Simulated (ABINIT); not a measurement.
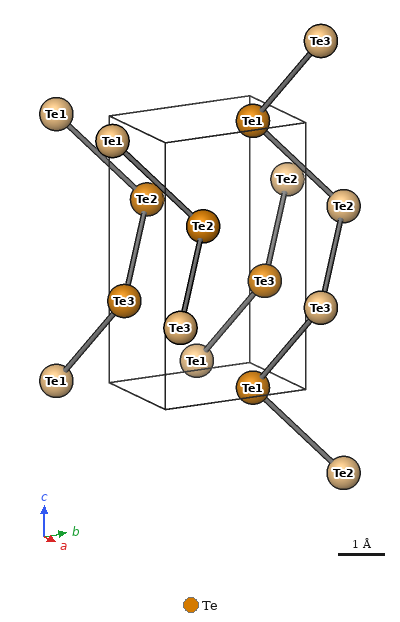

The structure as given in the input (ball-and-stick view of the cell of the calculation, seen slightly off an axis; neighbours outside the cell are drawn fainter; atoms are numbered from 1 in the order of the input). An atom can appear more than once, as a periodic image. Near neighbours in the periodic cell (some may lie outside the picture): Te has 2 Te at 2.86 Å.

Run report: Te, dielectric calculation (part 1 of 3)

- system: Te (P3₁21, 3 atoms in the cell)
- method: Kohn-Sham DFT of a periodic cell, PBEsol, PseudoDojo NC SR PBEsol v0.4.1 standard, no spin polarisation (ABINIT 10.8.3)

The structure derives from an entry of the Crystallography Open Database.

**Input**
```
ndtset 3

pp_dirpath "./"
pseudos "Te.upf"

acell 8.4168401591 8.4168401592 11.1947375623
rprim
     1.0000000000     0.0000000000     0.0000000000
    -0.5000000000     0.8660254038     0.0000000000
     0.0000000000     0.0000000000     1.0000000000
ntypat 1
znucl 52
natom 3
typat 1 1 1
xred
   0.7310000000   0.7310000000            0.0
            0.0   0.2690000000            2/3
   0.2690000000            0.0            1/3

ecut 925.187132 eV

ngkpt 4 4 4
nshiftk 1
shiftk 0.0 0.0 0.5

ixc -116133

nband 24
occopt 1

nstep 80
diemac 6.0

prteig 0
prtebands 0
prtwf 0
prtden 0
prtpot 0

kptopt1 1
tolvrs1 1.0e-15
prtwf1 1

iscf2 -3
rfelfd2 2
rfdir2 1 1 1
getwfk2 1
kptopt2 2
nqpt2 1
qpt2 0.0 0.0 0.0
tolwfr2 1.0e-18
prtwf2 1

rfelfd3 3
rfdir3 1 1 1
getwfk3 1
getddk3 2
kptopt3 2
nqpt3 1
qpt3 0.0 0.0 0.0
tolvrs3 1.0e-9
```

**File mrgddb.in**
```
merged_DDB
Te
2
runo_DS1_DDB
runo_DS3_DDB
```

**File anaddb.abi**
```
ddb_filepath "merged_DDB"
output_file "anaddb.abo"
outdata_prefix "ana"
asr 2
chneut 1
dipdip 1
dieflag 2
enunit 0
```

Machine: 4 threads of Arm Neoverse V2, 24 GiB of memory available, shared host.

Launch command:
```bash
mpirun --bind-to none -np 4 abinit run.abi > log 2>&1
mrgddb < mrgddb.in > mrgddb.log 2>&1
anaddb anaddb.abi > anaddb.log 2>&1
```

**Output**
```
.Version 10.8.3 of ABINIT
 DATASET    1 : space group P3_1 2 1 (#152); Bravais hP (primitive hexag.)
================================================================================
 Values of the parameters that define the memory need for DATASET  1.
     intxc =       0    ionmov =       0      iscf =       7    lmnmax =       6
     lnmax =       6     mgfft =      60  mpssoang =       3    mqgrid =    3001
     natom =       3  nloc_mem =       1    nspden =       1   nspinor =       1
    nsppol =       1      nsym =       6    n1xccc =    2501    ntypat =       1
    occopt =       1   xclevel =       2
       mpw =        6520          nfft =      138240          nkpt =          10
================================================================================
================================================================================

 DATASET    2 : space group P3_1 2 1 (#152); Bravais hP (primitive hexag.)
================================================================================
 Values of the parameters that define the memory need for DATASET  2 (RF).
     intxc =       0      iscf =      -3    lmnmax =       6     lnmax =       6
     mgfft =      60  mpssoang =       3    mqgrid =    3001     natom =       3
  nloc_mem =       1    nspden =       1   nspinor =       1    nsppol =       1
      nsym =       6    n1xccc =    2501    ntypat =       1    occopt =       1
   xclevel =       2
      nfft =      138240          nkpt =          32
================================================================================
================================================================================

 DATASET    3 : space group P3_1 2 1 (#152); Bravais hP (primitive hexag.)
================================================================================
 Values of the parameters that define the memory need for DATASET  3 (RF).
     intxc =       0      iscf =       7    lmnmax =       6     lnmax =       6
     mgfft =      60  mpssoang =       3    mqgrid =    3001     natom =       3
  nloc_mem =       1    nspden =       1   nspinor =       1    nsppol =       1
      nsym =       6    n1xccc =    2501    ntypat =       1    occopt =       1
   xclevel =       2
      nfft =      138240          nkpt =          32
================================================================================
================================================================================

--------------------------------------------------------------------------------
------------- Echo of variables that govern the present computation ------------
--------------------------------------------------------------------------------
 -outvars: echo values of preprocessed input variables --------
            acell      8.4168401591E+00  8.4168401592E+00  1.1194737562E+01 Bohr
              amu      1.27600000E+02
           diemac      6.00000000E+00
             ecut      3.40000000E+01 Hartree
           getddk1          0
           getddk2          0
           getddk3          2
           getwfk1          0
           getwfk2          1
           getwfk3          1
             iscf1          7
             iscf2         -3
             iscf3          7
              ixc     -116133
           jdtset        1    2    3
           kptopt1          1
           kptopt2          2
           kptopt3          2
         kptrlatt        4    0    0      0    4    0      0    0    4
          kptrlen      3.36673606E+01
            natom           3
            nband1         24
            nband2         24
            nband3         24
           ndtset           3
            ngfft          48      48      60
             nkpt1         10
             nkpt2         32
             nkpt3         32
             nqpt1          0
             nqpt2          1
             nqpt3          1
            nstep          80
             nsym           6
           ntypat           1
        optdriver1          0
        optdriver2          1
        optdriver3          1
           prtden           0
        prtebands           0
           prteig           0
            prtwf1          1
            prtwf2          1
            prtwf3          0
           rfelfd1          0
           rfelfd2          2
           rfelfd3          3
            rprim      1.0000000000E+00  0.0000000000E+00  0.0000000000E+00
                      -5.0000000000E-01  8.6602540380E-01  0.0000000000E+00
                       0.0000000000E+00  0.0000000000E+00  1.0000000000E+00
           shiftk      0.00000000E+00  0.00000000E+00  5.00000000E-01
          spgroup         152
           tolvrs1     1.00000000E-15
           tolvrs2     0.00000000E+00
           tolvrs3     1.00000000E-09
           tolwfr1     0.00000000E+00
           tolwfr2     1.00000000E-18
           tolwfr3     0.00000000E+00
            typat      1  1  1
           xangst      1.6279369989E+00  2.8196695937E+00  0.0000000000E+00
                      -5.9906299960E-01  1.0376075523E+00  3.9493333307E+00
                       1.1981259992E+00  0.0000000000E+00  1.9746666653E+00
            xcart      3.0763550781E+00  5.3284032976E+00  0.0000000000E+00
                      -1.1320650014E+00  1.9607941000E+00  7.4631583749E+00
                       2.2641300028E+00  0.0000000000E+00  3.7315791874E+00
             xred      7.3100000000E-01  7.3100000000E-01  0.0000000000E+00
                      -1.1460398131E-17  2.6900000000E-01  6.6666666667E-01
                       2.6900000000E-01  0.0000000000E+00  3.3333333333E-01
            znucl       52.00000

================================================================================

 chkinp: Checking input parameters for consistency, jdtset=   1.

 chkinp: Checking input parameters for consistency, jdtset=   2.

 chkinp: Checking input parameters for consistency, jdtset=   3.

================================================================================
== DATASET  1 ==================================================================

--- !DatasetInfo
iteration_state: {dtset: 1, }
dimensions: {natom: 3, nkpt: 10, mband: 24, nsppol: 1, nspinor: 1, nspden: 1, mpw: 6520, }
cutoff_energies: {ecut:  34.0, pawecutdg:  -1.0, }
electrons: {nelect:   4.80000000E+01, charge:   0.00000000E+00, occopt:   1.00000000E+00, tsmear:   1.00000000E-02, }
meta: {optdriver: 0, ionmov: 0, optcell: 0, iscf: 7, paral_kgb: 0, }
...

 Real(R)+Recip(G) space primitive vectors, cartesian coordinates (Bohr,Bohr^-1):
 R(1)=  8.4168402  0.0000000  0.0000000  G(1)=  0.1188094  0.0685947  0.0000000
 R(2)= -4.2084201  7.2891974  0.0000000  G(2)=  0.0000000  0.1371893  0.0000000
 R(3)=  0.0000000  0.0000000 11.1947376  G(3)=  0.0000000  0.0000000  0.0893277
 Unit cell volume ucvol=  6.8681964E+02 bohr^3
 Angles (23,13,12)=  9.00000000E+01  9.00000000E+01  1.20000000E+02 degrees

 getcut: wavevector=  0.0000  0.0000  0.0000  ngfft=  48  48  60
         ecut(hartree)=     34.000   => boxcut(ratio)=   2.04189

--- Pseudopotential description ------------------------------------------------
- pspini: atom type   1  psp file is ./Te.upf
  52.00000  16.00000  180301                  znucl, zion, pspdat
12 -116133 2 -1 1294                          pspcod,pspxc,lmax,lloc,mmax
     nproj     2     2     2

   5.30305855E+03                                ecore*ucvol(ha*bohr**3)
--------------------------------------------------------------------------------

================================================================================

--- !BeginCycle
iteration_state: {dtset: 1, }
solver: {iscf: 7, nstep: 80, nline: 4, wfoptalg: 0, }
tolerances: {tolvrs: 1.00E-15, }
...

     iter   Etot(hartree)      deltaE(h)  residm     vres2
 ETOT  1  -312.00188624631    -3.120E+02 1.142E+00 9.704E+00
 ETOT  2  -314.03003771811    -2.028E+00 4.739E-02 1.362E+01
 ETOT  3  -314.03511410071    -5.076E-03 1.858E-03 2.078E+00
 ETOT  4  -314.03552641141    -4.123E-04 7.368E-05 4.766E-01
 ETOT  5  -314.03561612193    -8.971E-05 7.742E-06 1.146E-02
 ETOT  6  -314.03561922879    -3.107E-06 7.046E-07 1.904E-03
 ETOT  7  -314.03561967690    -4.481E-07 1.330E-07 1.606E-05
 ETOT  8  -314.03561970331    -2.640E-08 1.091E-08 3.202E-07
 ETOT  9  -314.03561970643    -3.123E-09 2.248E-09 7.285E-08
 ETOT 10  -314.03561970684    -4.078E-10 1.820E-10 1.153E-09
 ETOT 11  -314.03561970689    -5.411E-11 3.917E-11 1.437E-09
 ETOT 12  -314.03561970689    -1.137E-12 3.059E-12 7.986E-12
 ETOT 13  -314.03561970690    -6.708E-12 6.934E-13 1.608E-11
 ETOT 14  -314.03561970690    -1.819E-12 5.225E-14 1.499E-13
 ETOT 15  -314.03561970691    -3.809E-12 1.203E-14 2.096E-13
 ETOT 16  -314.03561970690     5.173E-12 9.137E-16 8.596E-14
 ETOT 17  -314.03561970690     3.297E-12 1.985E-16 3.485E-15
 ETOT 18  -314.03561970690    -2.956E-12 1.760E-17 8.658E-15
 ETOT 19  -314.03561970690    -2.615E-12 3.001E-18 1.620E-15
 ETOT 20  -314.03561970690     1.023E-12 3.817E-19 2.728E-19

 At SCF step   20       vres2   =  2.73E-19 < tolvrs=  1.00E-15 =>converged.

 Cartesian components of stress tensor (hartree/bohr^3)
  sigma(1 1)=  5.18446726E-05  sigma(3 2)=  0.00000000E+00
  sigma(2 2)=  5.18446719E-05  sigma(3 1)=  0.00000000E+00
  sigma(3 3)=  4.06734850E-05  sigma(2 1)=  7.74698082E-14

--- !ResultsGS
iteration_state: {dtset: 1, }
comment   : Summary of ground state results
lattice_vectors:
- [  8.4168402,   0.0000000,   0.0000000, ]
- [ -4.2084201,   7.2891974,   0.0000000, ]
- [  0.0000000,   0.0000000,  11.1947376, ]
lattice_lengths: [   8.41684,    8.41684,   11.19474, ]
lattice_angles: [ 90.000,  90.000, 120.000, ] # degrees, (23, 13, 12)
lattice_volume:   6.8681964E+02
convergence: {deltae:  1.023E-12, res2:  2.728E-19, residm:  3.817E-19, diffor: null, }
etotal    :  -3.14035620E+02
entropy   :   0.00000000E+00
fermie    :   1.55260521E-01
cartesian_stress_tensor: # hartree/bohr^3
- [  5.18446726E-05,   7.74698082E-14,   0.00000000E+00, ]
- [  7.74698082E-14,   5.18446719E-05,   0.00000000E+00, ]
- [  0.00000000E+00,   0.00000000E+00,   4.06734850E-05, ]
pressure_GPa:  -1.4158E+00
xred      :
- [  7.3100E-01,   7.3100E-01,   0.0000E+00, Te]
- [ -1.1460E-17,   2.6900E-01,   6.6667E-01, Te]
- [  2.6900E-01,   0.0000E+00,   3.3333E-01, Te]
cartesian_forces: # hartree/bohr
- [ -1.72594545E-03,  -2.98942520E-03,  -0.00000000E+00, ]
- [ -1.72594545E-03,   2.98942520E-03,  -0.00000000E+00, ]
- [  3.45189089E-03,   2.36784241E-14,  -0.00000000E+00, ]
force_length_stats: {min:   3.45189089E-03, max:   3.45189089E-03, mean:   3.45189089E-03, }
...

 Integrated electronic density in atomic spheres:
 ------------------------------------------------
 Atom  Sphere_radius  Integrated_density
    1        2.00000         11.90196669
    2        2.00000         11.90196669
    3        2.00000         11.90196669
================================================================================

 ----iterations are completed or convergence reached----

 Mean square residual over all n,k,spin=   23.559E-22; max=  38.173E-20
 reduced coordinates (array xred) for    3 atoms
       0.731000000000      0.731000000000      0.000000000000
      -0.000000000000      0.269000000000      0.666666666667
       0.269000000000      0.000000000000      0.333333333333
 rms dE/dt=  1.6774E-02; max dE/dt=  1.4527E-02; dE/dt below (all hartree)
    1       0.014527006936      0.014527006936      0.000000000000
    2       0.014527006936     -0.029054013872      0.000000000000
    3      -0.029054013872      0.014527006936      0.000000000000
```
